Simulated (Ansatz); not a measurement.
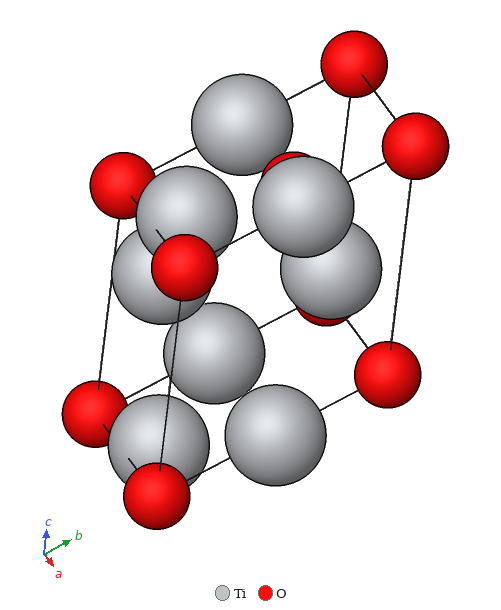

A spheres-only rendering, viewed from a general direction. Lines trace the edges of the unit cell.

Ti4O3, a = 4.19 Å, b = 4.23 Å, c = 4.94 Å, α = 66.83°, β = 67.32°, γ = 89.31°.

Theory: Ansatz 0.2.0, DFT PBEsol, scalar-relativistic, plane waves, PAW. Numerical settings: 420 eV cutoff, k-points about 0.15 Å⁻¹ apart, Gaussian smearing of 0.15 eV, no spin polarisation.

**Metal or not?**

A metal: bands cross the Fermi level.

**Which way would the volume go on relaxing?**

The computed pressure is 82.1 GPa (compressed: it would expand). The stress isn't hydrostatic: its largest component is 127.9 GPa.

The structure was taken from a structure listed in the Materials Project. The cell was then strained or its atoms displaced on purpose. It went into a calculation with Ansatz.

At this level of theory the cell isn't at rest (compressed, at 82 GPa and forces up to 29.9 eV/Å), so its distances can differ from those at equilibrium, the more so the softer the solid.
